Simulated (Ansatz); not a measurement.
# C2HCl5: geometry relaxation (part 4 of 4)

Continued. System: C2HCl5 (Pnma, 32 atoms in the cell). Method: DFT LDA, scalar-relativistic, plane waves, PAW, no spin polarisation (Ansatz 0.2.0); cutoff 420 eV, 2×2×4 k-mesh, Gaussian smearing of 0.02 eV. The structure derives from an entry of the Crystallography Open Database.

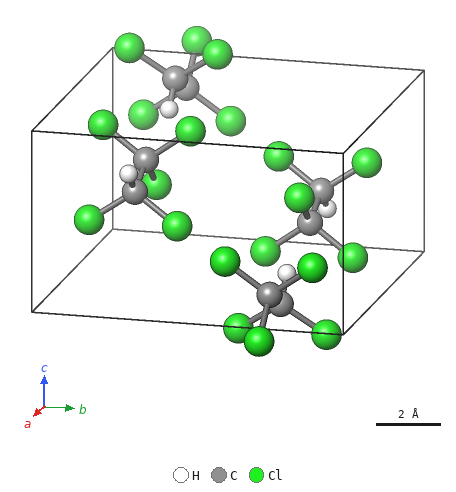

**Figure 1.** The geometry at step 9 of the log (ball-and-stick view of the cell of the calculation, seen slightly off an axis).

**Trajectory as extended XYZ, continued**
```
32
Lattice="9.9699 0.0000 0.0000 0.0000 10.2348 0.0000 0.0000 0.0000 5.9880" Properties=species:S:1:pos:R:3:forces:R:3 step=6 energy=-22892.04860 pressure_GPa=-0.01
H     2.6523    2.5587    4.8810    0.0046   0.0000  -0.0064
H     2.3326    7.6761    1.8870   -0.0046   0.0000  -0.0064
H     7.6372    2.5587    4.1010    0.0046   0.0000   0.0064
H     7.3176    7.6761    1.1070   -0.0046   0.0000   0.0064
C     0.5140    2.5587    4.9936    0.0003   0.0000  -0.0127
C     4.4710    7.6761    1.9996   -0.0003   0.0000  -0.0127
C     5.4989    2.5587    3.9885    0.0003   0.0000   0.0127
C     9.4559    7.6761    0.9945   -0.0003   0.0000   0.0127
C     1.8827    2.5587    5.6744   -0.0050   0.0000   0.0179
C     3.1022    7.6761    2.6804    0.0050   0.0000   0.0179
C     6.8677    2.5587    3.3076   -0.0050   0.0000  -0.0179
C     8.0871    7.6761    0.3136    0.0050   0.0000  -0.0179
Cl    0.4182    3.9932    3.9706   -0.0017  -0.0019   0.0032
Cl    4.5668    6.2416    0.9766    0.0017   0.0019   0.0032
Cl    5.4031    1.1242    5.0114   -0.0017   0.0019  -0.0032
Cl    9.5517    9.1106    2.0174    0.0017  -0.0019  -0.0032
Cl    9.5517    6.2416    2.0174    0.0017   0.0019  -0.0032
Cl    5.4031    3.9932    5.0114   -0.0017  -0.0019  -0.0032
Cl    4.5668    9.1106    0.9766    0.0017  -0.0019   0.0032
Cl    0.4182    1.1242    3.9706   -0.0017   0.0019   0.0032
Cl    9.1772    2.5587    0.1796    0.0017   0.0000   0.0015
Cl    5.7776    7.6761    3.1736   -0.0017   0.0000   0.0015
Cl    4.1922    2.5587    2.8144    0.0017   0.0000  -0.0015
Cl    0.7927    7.6761    5.8084   -0.0017   0.0000  -0.0015
Cl    2.1011    1.1129    0.6566   -0.0001   0.0037  -0.0035
Cl    2.8839    9.1219    3.6506    0.0001  -0.0037  -0.0035
Cl    7.0860    4.0045    2.3374   -0.0001  -0.0037   0.0035
Cl    7.8688    6.2303    5.3314    0.0001   0.0037   0.0035
Cl    7.8688    9.1219    5.3314    0.0001  -0.0037   0.0035
Cl    7.0860    1.1129    2.3374   -0.0001   0.0037   0.0035
Cl    2.8839    6.2303    3.6506    0.0001   0.0037  -0.0035
Cl    2.1011    4.0045    0.6566   -0.0001  -0.0037  -0.0035
32
Lattice="9.9810 0.0000 0.0000 0.0000 10.2241 0.0000 0.0000 0.0000 5.9835" Properties=species:S:1:pos:R:3:forces:R:3 step=7 energy=-22892.04899 pressure_GPa=0.01
H     2.6516    2.5560    4.8715    0.0011   0.0000   0.0013
H     2.3389    7.6681    1.8798   -0.0011   0.0000   0.0013
H     7.6421    2.5560    4.1037    0.0011   0.0000  -0.0013
H     7.3294    7.6681    1.1119   -0.0011   0.0000  -0.0013
C     0.5137    2.5560    4.9908    0.0016   0.0000  -0.0056
C     4.4768    7.6681    1.9991   -0.0016   0.0000  -0.0056
C     5.5042    2.5560    3.9844    0.0016   0.0000   0.0056
C     9.4673    7.6681    0.9926   -0.0016   0.0000   0.0056
C     1.8846    2.5560    5.6678   -0.0028   0.0000   0.0050
C     3.1059    7.6681    2.6760    0.0028   0.0000   0.0050
C     6.8751    2.5560    3.3075   -0.0028   0.0000  -0.0050
C     8.0964    7.6681    0.3157    0.0028   0.0000  -0.0050
Cl    0.4149    3.9906    3.9688   -0.0015  -0.0003  -0.0002
Cl    4.5756    6.2335    0.9771    0.0015   0.0003  -0.0002
Cl    5.4054    1.1214    5.0064   -0.0015   0.0003   0.0002
Cl    9.5661    9.1027    2.0147    0.0015  -0.0003   0.0002
Cl    9.5661    6.2335    2.0147    0.0015   0.0003   0.0002
Cl    5.4054    3.9906    5.0064   -0.0015  -0.0003   0.0002
Cl    4.5756    9.1027    0.9771    0.0015  -0.0003  -0.0002
Cl    0.4149    1.1214    3.9688   -0.0015   0.0003  -0.0002
Cl    9.1914    2.5560    0.1852    0.0000   0.0000   0.0015
Cl    5.7801    7.6681    3.1769    0.0000   0.0000   0.0015
Cl    4.2009    2.5560    2.8065    0.0000   0.0000  -0.0015
Cl    0.7896    7.6681    5.7983    0.0000   0.0000  -0.0015
Cl    2.1056    1.1106    0.6539    0.0010  -0.0017  -0.0010
Cl    2.8849    9.1135    3.6457   -0.0010   0.0017  -0.0010
Cl    7.0961    4.0015    2.3378    0.0010   0.0017   0.0010
Cl    7.8754    6.2226    5.3295   -0.0010  -0.0017   0.0010
Cl    7.8754    9.1135    5.3295   -0.0010   0.0017   0.0010
Cl    7.0961    1.1106    2.3378    0.0010  -0.0017   0.0010
Cl    2.8849    6.2226    3.6457   -0.0010  -0.0017  -0.0010
Cl    2.1056    4.0015    0.6539    0.0010   0.0017  -0.0010
32
Lattice="9.9892 0.0000 0.0000 0.0000 10.2206 0.0000 0.0000 0.0000 5.9815" Properties=species:S:1:pos:R:3:forces:R:3 step=8 energy=-22892.04896 pressure_GPa=0.00
H     2.6515    2.5552    4.8678    0.0000   0.0000   0.0027
H     2.3431    7.6655    1.8771    0.0000   0.0000   0.0027
H     7.6461    2.5552    4.1044    0.0000   0.0000  -0.0027
H     7.3378    7.6655    1.1137    0.0000   0.0000  -0.0027
C     0.5137    2.5552    4.9894    0.0015   0.0000  -0.0008
C     4.4809    7.6655    1.9987   -0.0015   0.0000  -0.0008
C     5.5083    2.5552    3.9828    0.0015   0.0000   0.0008
C     9.4755    7.6655    0.9921   -0.0015   0.0000   0.0008
C     1.8853    2.5552    5.6650   -0.0013   0.0000  -0.0015
C     3.1093    7.6655    2.6742    0.0013   0.0000  -0.0015
C     6.8799    2.5552    3.3072   -0.0013   0.0000   0.0015
C     8.1039    7.6655    0.3165    0.0013   0.0000   0.0015
Cl    0.4135    3.9898    3.9677   -0.0005  -0.0004  -0.0006
Cl    4.5811    6.2308    0.9770    0.0005   0.0004  -0.0006
Cl    5.4081    1.1205    5.0045   -0.0005   0.0004   0.0006
Cl    9.5757    9.1001    2.0137    0.0005  -0.0004   0.0006
Cl    9.5757    6.2308    2.0137    0.0005   0.0004   0.0006
Cl    5.4081    3.9898    5.0045   -0.0005  -0.0004   0.0006
Cl    4.5811    9.1001    0.9770    0.0005  -0.0004  -0.0006
Cl    0.4135    1.1205    3.9677   -0.0005   0.0004  -0.0006
Cl    9.2009    2.5552    0.1874   -0.0007   0.0000   0.0008
Cl    5.7829    7.6655    3.1782    0.0007   0.0000   0.0008
Cl    4.2063    2.5552    2.8033   -0.0007   0.0000  -0.0008
Cl    0.7883    7.6655    5.7941    0.0007   0.0000  -0.0008
Cl    2.1076    1.1097    0.6528    0.0010  -0.0021   0.0000
Cl    2.8870    9.1109    3.6435   -0.0010   0.0021   0.0000
Cl    7.1022    4.0006    2.3380    0.0010   0.0021   0.0000
Cl    7.8816    6.2200    5.3287   -0.0010  -0.0021   0.0000
Cl    7.8816    9.1109    5.3287   -0.0010   0.0021   0.0000
Cl    7.1022    1.1097    2.3380    0.0010  -0.0021   0.0000
Cl    2.8870    6.2200    3.6435   -0.0010  -0.0021   0.0000
Cl    2.1076    4.0006    0.6528    0.0010   0.0021   0.0000
32
Lattice="9.9892 0.0000 0.0000 0.0000 10.2206 0.0000 0.0000 0.0000 5.9815" Properties=species:S:1:pos:R:3:forces:R:3 step=9 energy=-22892.01565 pressure_GPa=-0.07
H     2.6515    2.5552    4.8678    0.0037   0.0000  -0.0015
H     2.3431    7.6655    1.8771   -0.0037   0.0000  -0.0015
H     7.6461    2.5552    4.1044    0.0037   0.0000   0.0015
H     7.3378    7.6655    1.1137   -0.0037   0.0000   0.0015
C     0.5137    2.5552    4.9894    0.0046   0.0000   0.0006
C     4.4809    7.6655    1.9987   -0.0046   0.0000   0.0006
C     5.5083    2.5552    3.9828    0.0046   0.0000  -0.0006
C     9.4755    7.6655    0.9921   -0.0046   0.0000  -0.0006
C     1.8853    2.5552    5.6650   -0.0080   0.0000   0.0012
C     3.1093    7.6655    2.6742    0.0080   0.0000   0.0012
C     6.8799    2.5552    3.3072   -0.0080   0.0000  -0.0012
C     8.1039    7.6655    0.3165    0.0080   0.0000  -0.0012
Cl    0.4135    3.9898    3.9677   -0.0005  -0.0003  -0.0006
Cl    4.5811    6.2308    0.9770    0.0005   0.0003  -0.0006
Cl    5.4081    1.1205    5.0045   -0.0005   0.0003   0.0006
Cl    9.5757    9.1001    2.0137    0.0005  -0.0003   0.0006
Cl    9.5757    6.2308    2.0137    0.0005   0.0003   0.0006
Cl    5.4081    3.9898    5.0045   -0.0005  -0.0003   0.0006
Cl    4.5811    9.1001    0.9770    0.0005  -0.0003  -0.0006
Cl    0.4135    1.1205    3.9677   -0.0005   0.0003  -0.0006
Cl    9.2009    2.5552    0.1874   -0.0009   0.0000   0.0010
Cl    5.7829    7.6655    3.1782    0.0009   0.0000   0.0010
Cl    4.2063    2.5552    2.8033   -0.0009   0.0000  -0.0010
Cl    0.7883    7.6655    5.7941    0.0009   0.0000  -0.0010
Cl    2.1076    1.1097    0.6528    0.0010  -0.0022   0.0001
Cl    2.8870    9.1109    3.6435   -0.0010   0.0022   0.0001
Cl    7.1022    4.0006    2.3380    0.0010   0.0022  -0.0001
Cl    7.8816    6.2200    5.3287   -0.0010  -0.0022  -0.0001
Cl    7.8816    9.1109    5.3287   -0.0010   0.0022  -0.0001
Cl    7.1022    1.1097    2.3380    0.0010  -0.0022  -0.0001
Cl    2.8870    6.2200    3.6435   -0.0010  -0.0022   0.0001
Cl    2.1076    4.0006    0.6528    0.0010   0.0022   0.0001
32
Lattice="9.9855 0.0000 0.0000 0.0000 10.1953 0.0000 0.0000 0.0000 5.9664" Properties=species:S:1:pos:R:3:forces:R:3 step=10 energy=-22892.01854 pressure_GPa=0.01
H     2.6491    2.5488    4.8508    0.0017   0.0000   0.0015
H     2.3436    7.6465    1.8676   -0.0017   0.0000   0.0015
H     7.6419    2.5488    4.0988    0.0017   0.0000  -0.0015
H     7.3364    7.6465    1.1156   -0.0017   0.0000  -0.0015
C     0.5118    2.5488    4.9780    0.0047   0.0000   0.0074
C     4.4809    7.6465    1.9949   -0.0047   0.0000   0.0074
C     5.5046    2.5488    3.9715    0.0047   0.0000  -0.0074
C     9.4737    7.6465    0.9883   -0.0047   0.0000  -0.0074
C     1.8850    2.5488    5.6501   -0.0061   0.0000  -0.0091
C     3.1077    7.6465    2.6669    0.0061   0.0000  -0.0091
C     6.8778    2.5488    3.2995   -0.0061   0.0000   0.0091
C     8.1005    7.6465    0.3163    0.0061   0.0000   0.0091
Cl    0.4089    3.9832    3.9573    0.0007   0.0032  -0.0043
Cl    4.5839    6.2121    0.9741   -0.0007  -0.0032  -0.0043
Cl    5.4016    1.1144    4.9923    0.0007  -0.0032   0.0043
Cl    9.5766    9.0809    2.0091   -0.0007   0.0032   0.0043
Cl    9.5766    6.2121    2.0091   -0.0007  -0.0032   0.0043
Cl    5.4016    3.9832    4.9923    0.0007   0.0032   0.0043
Cl    4.5839    9.0809    0.9741   -0.0007   0.0032  -0.0043
Cl    0.4089    1.1144    3.9573    0.0007  -0.0032  -0.0043
Cl    9.1984    2.5488    0.1942   -0.0022   0.0000   0.0039
Cl    5.7798    7.6465    3.1774    0.0022   0.0000   0.0039
Cl    4.2056    2.5488    2.7890   -0.0022   0.0000  -0.0039
Cl    0.7871    7.6465    5.7722    0.0022   0.0000  -0.0039
Cl    2.1095    1.1036    0.6521   -0.0004  -0.0066   0.0022
Cl    2.8832    9.0917    3.6353    0.0004   0.0066   0.0022
Cl    7.1023    3.9941    2.3311   -0.0004   0.0066  -0.0022
Cl    7.8760    6.2013    5.3143    0.0004  -0.0066  -0.0022
Cl    7.8760    9.0917    5.3143    0.0004   0.0066  -0.0022
Cl    7.1023    1.1036    2.3311   -0.0004  -0.0066  -0.0022
Cl    2.8832    6.2013    3.6353    0.0004  -0.0066   0.0022
Cl    2.1095    3.9941    0.6521   -0.0004   0.0066   0.0022
32
Lattice="9.9843 0.0000 0.0000 0.0000 10.1964 0.0000 0.0000 0.0000 5.9651" Properties=species:S:1:pos:R:3:forces:R:3 step=11 energy=-22892.01866 pressure_GPa=0.01
H     2.6486    2.5491    4.8510    0.0014   0.0000   0.0005
H     2.3436    7.6473    1.8684   -0.0014   0.0000   0.0005
H     7.6408    2.5491    4.0967    0.0014   0.0000  -0.0005
H     7.3357    7.6473    1.1142   -0.0014   0.0000  -0.0005
C     0.5111    2.5491    4.9765    0.0030   0.0000   0.0046
C     4.4811    7.6473    1.9939   -0.0030   0.0000   0.0046
C     5.5033    2.5491    3.9712    0.0030   0.0000  -0.0046
C     9.4732    7.6473    0.9886   -0.0030   0.0000  -0.0046
C     1.8837    2.5491    5.6495   -0.0039   0.0000  -0.0049
C     3.1085    7.6473    2.6669    0.0039   0.0000  -0.0049
C     6.8758    2.5491    3.2982   -0.0039   0.0000   0.0049
C     8.1006    7.6473    0.3157    0.0039   0.0000   0.0049
Cl    0.4090    3.9835    3.9554    0.0001   0.0016  -0.0027
Cl    4.5832    6.2129    0.9729   -0.0001  -0.0016  -0.0027
Cl    5.4011    1.1147    4.9923    0.0001  -0.0016   0.0027
Cl    9.5754    9.0817    2.0097   -0.0001   0.0016   0.0027
Cl    9.5754    6.2129    2.0097   -0.0001  -0.0016   0.0027
Cl    5.4011    3.9835    4.9923    0.0001   0.0016   0.0027
Cl    4.5832    9.0817    0.9729   -0.0001   0.0016  -0.0027
Cl    0.4090    1.1147    3.9554    0.0001  -0.0016  -0.0027
Cl    9.1958    2.5491    0.1932   -0.0018   0.0000   0.0018
Cl    5.7807    7.6473    3.1758    0.0018   0.0000   0.0018
Cl    4.2037    2.5491    2.7893   -0.0018   0.0000  -0.0018
Cl    0.7885    7.6473    5.7719    0.0018   0.0000  -0.0018
Cl    2.1072    1.1036    0.6528    0.0005  -0.0034   0.0015
Cl    2.8849    9.0927    3.6354   -0.0005   0.0034   0.0015
Cl    7.0994    3.9946    2.3297    0.0005   0.0034  -0.0015
Cl    7.8771    6.2018    5.3123   -0.0005  -0.0034  -0.0015
Cl    7.8771    9.0927    5.3123   -0.0005   0.0034  -0.0015
Cl    7.0994    1.1036    2.3297    0.0005  -0.0034  -0.0015
Cl    2.8849    6.2018    3.6354   -0.0005  -0.0034   0.0015
Cl    2.1072    3.9946    0.6528    0.0005   0.0034   0.0015
32
Lattice="9.9843 0.0000 0.0000 0.0000 10.1964 0.0000 0.0000 0.0000 5.9651" Properties=species:S:1:pos:R:3:forces:R:3 step=12 energy=-22892.01645 pressure_GPa=0.01
H     2.6486    2.5491    4.8510    0.0017   0.0000   0.0001
H     2.3436    7.6473    1.8684   -0.0017   0.0000   0.0001
H     7.6408    2.5491    4.0967    0.0017   0.0000  -0.0001
H     7.3357    7.6473    1.1142   -0.0017   0.0000  -0.0001
C     0.5111    2.5491    4.9765    0.0031   0.0000   0.0046
C     4.4811    7.6473    1.9939   -0.0031   0.0000   0.0046
C     5.5033    2.5491    3.9712    0.0031   0.0000  -0.0046
C     9.4732    7.6473    0.9886   -0.0031   0.0000  -0.0046
C     1.8837    2.5491    5.6495   -0.0043   0.0000  -0.0046
C     3.1085    7.6473    2.6669    0.0043   0.0000  -0.0046
C     6.8758    2.5491    3.2982   -0.0043   0.0000   0.0046
C     8.1006    7.6473    0.3157    0.0043   0.0000   0.0046
Cl    0.4090    3.9835    3.9554    0.0001   0.0016  -0.0027
Cl    4.5832    6.2129    0.9729   -0.0001  -0.0016  -0.0027
Cl    5.4011    1.1147    4.9923    0.0001  -0.0016   0.0027
Cl    9.5754    9.0817    2.0097   -0.0001   0.0016   0.0027
Cl    9.5754    6.2129    2.0097   -0.0001  -0.0016   0.0027
Cl    5.4011    3.9835    4.9923    0.0001   0.0016   0.0027
Cl    4.5832    9.0817    0.9729   -0.0001   0.0016  -0.0027
Cl    0.4090    1.1147    3.9554    0.0001  -0.0016  -0.0027
Cl    9.1958    2.5491    0.1932   -0.0018   0.0000   0.0018
Cl    5.7807    7.6473    3.1758    0.0018   0.0000   0.0018
Cl    4.2037    2.5491    2.7893   -0.0018   0.0000  -0.0018
Cl    0.7885    7.6473    5.7719    0.0018   0.0000  -0.0018
Cl    2.1072    1.1036    0.6528    0.0005  -0.0035   0.0015
Cl    2.8849    9.0927    3.6354   -0.0005   0.0035   0.0015
Cl    7.0994    3.9946    2.3297    0.0005   0.0035  -0.0015
Cl    7.8771    6.2018    5.3123   -0.0005  -0.0035  -0.0015
Cl    7.8771    9.0927    5.3123   -0.0005   0.0035  -0.0015
Cl    7.0994    1.1036    2.3297    0.0005  -0.0035  -0.0015
Cl    2.8849    6.2018    3.6354   -0.0005  -0.0035   0.0015
Cl    2.1072    3.9946    0.6528    0.0005   0.0035   0.0015
```

**Results in brief**

| quantity | value |
| --- | --- |
| outcome | converged |
| space group (tolerance 0.01 Å) | Pnma (62) |
| electrons treated | 176 |
| free energy | −22892.0164 eV |
| Fermi energy | 3.581 eV |
| gap on the k-point mesh | 4.29 eV |
| pressure | 0.01 GPa |
| final volume | 607.27 Å³ |
| largest force (length of the vector) at the end | 0.006 eV/Å |
| final cell | a = 9.984 Å, b = 10.196 Å, c = 5.965 Å, α = 90.00°, β = 90.00°, γ = 90.00° |
| hardware | 8 threads of Intel Xeon @ 2.50GHz (Skylake/Cascade Lake), 189 GiB of memory available, shared host |
| wall time | 7.1 min (CPU time 34 min) |
| peak memory | 3.8 GiB |
